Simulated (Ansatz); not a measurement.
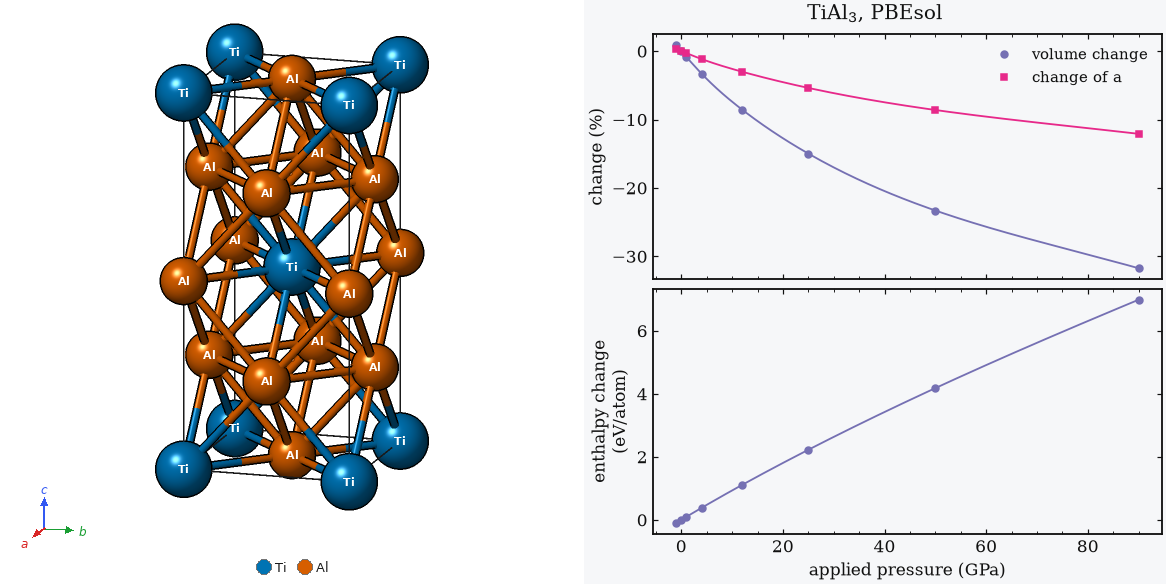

The figure shows the volume change, change of a and enthalpy change against applied pressure for TiAl₃, space group I4/mmm (No. 139). The conventional cell is drawn beside the plot.

Cell as given: a = 5.057 Å, b = 5.057 Å, c = 5.057 Å, α = 135.67°, β = 135.67°, γ = 64.49°; 4 atoms.

Computed with Ansatz 0.2.0: volume, enthalpy and cell of a crystal along a series of hydrostatic pressures at zero temperature, keeping its symmetry; changes are against the given cell; the k mesh follows the cell and the gap; plane waves with PAW datasets, Γ-centred k mesh; energies extrapolated to zero smearing. Level: PBEsol, no spin polarisation.

| setting | value |
| --- | --- |
| wave cutoff | 420 eV |
| occupations | Gaussian |
| k mesh at zero pressure | 16×16×16 |
| smearing width at zero pressure | 0.1 eV |

The change of b equals the change of a; the change of c equals the change of a.

**How does the volume change vary with applied pressure?**

It falls from 0.89 % at applied pressure −1 GPa to −31.74 % at 90 GPa.

**Read off the course of the change of a.**

It falls from 0.30 % at applied pressure −1 GPa to −12.09 % at 90 GPa.

**Read off the course of the enthalpy change.**

It rises from −0.10 eV/atom at applied pressure −1 GPa to 6.98 eV/atom at 90 GPa.

Limits of the calculation: far from the equilibrium volume.
